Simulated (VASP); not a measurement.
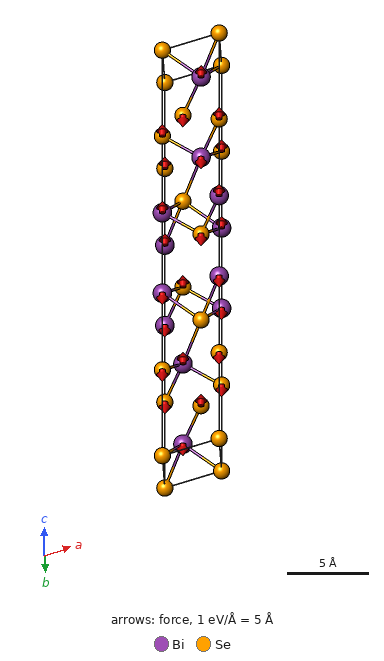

Starting geometry of crystalline Bi₂Se₃ (set up in R-3m) with the computed forces as red arrows. A ball-and-stick model of the conventional cell (3 times the calculation's cell), seen from a free direction. Lengths and directions refer to the drawn axes.

The run lets cell and atoms move.

The calculation used Kohn-Sham DFT of a periodic cell, PBE, VASP PAW PBE potentials, recommended in VASP 6.6.1.

The input:
```
PREC = Accurate ; ENCUT = 600
EDIFF = 1E-6 ; ISMEAR = 0
SIGMA = 0.03 ; LREAL = F
LASPH = T ; NELM = 80
ALGO = Normal ; ISIF = 3
LWAVE = F ; LCHARG = F
GGA = PE ; IBRION = 2
NSW = 90 ; EDIFFG = -0.01
KPAR = 2
```

Run as
```bash
cat potpaw_PBE.64/Bi_d/POTCAR potpaw_PBE.64/Se/POTCAR > POTCAR
mpirun -np 2 vasp_std > vasp.out
```

What follows when this structure is relaxed?

It isn't relaxed: the largest force vector, on Se atoms, is 0.17 eV/Å. The final displacements have little in common with the starting forces (cosine between the two patterns −0.29). The largest moves relative to the cell, 0.25 Å, are those of Se atoms. By element the largest moves are Se 0.25 Å, Bi 0.14 Å. The drawn cell changes as follows: a = b 4.143 → 4.194 Å (+1.2 %), c 28.636 → 30.889 Å (+7.9 %); the volume changes by +10.5 %. Some distances before and after: Bi–Se 3.075 → 3.108 Å, Bi–Se 2.851 → 2.882 Å. The space group stays R-3m (No. 166). After 23 geometry steps the energy has fallen by 15.8 meV per atom. The largest force component goes from 0.17 to 0.0039 eV/Å. The pressure goes from 2.59 to −0.02 GPa. The volume changes by over a tenth within one run on a fixed set of plane waves, so the end point should be relaxed again from the new cell.
